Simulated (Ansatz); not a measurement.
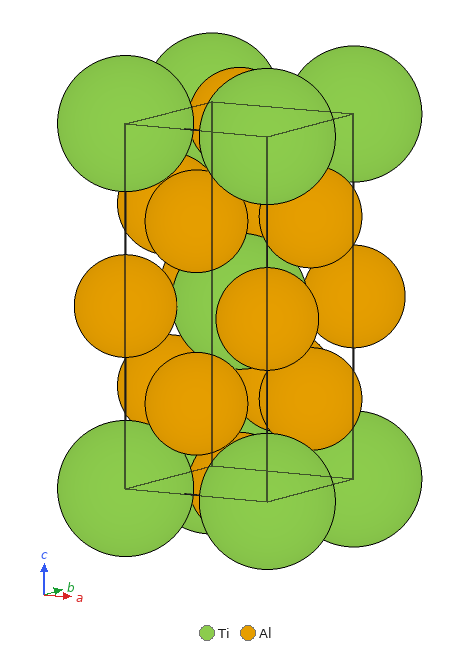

Drawn in the space-filling manner and seen from a general direction. Atoms at the boundary of the conventional unit cell (the box) are drawn once for each face, edge or corner they touch. Cell: a = 3.845 Å, b = 3.961 Å, c = 8.623 Å, α = 90.00°, β = 90.00°, γ = 90.00°.

Describe the crystal.

The solid is TiAl3. Space group Immm (No. 71), lattice body-centred orthorhombic. Counting shared atoms by their share gives 2 Ti, 6 Al, or 8 atoms.

It goes back to a structure listed in the Materials Project. The cell was then strained or its atoms displaced on purpose. It was run through Ansatz as a DFT input.
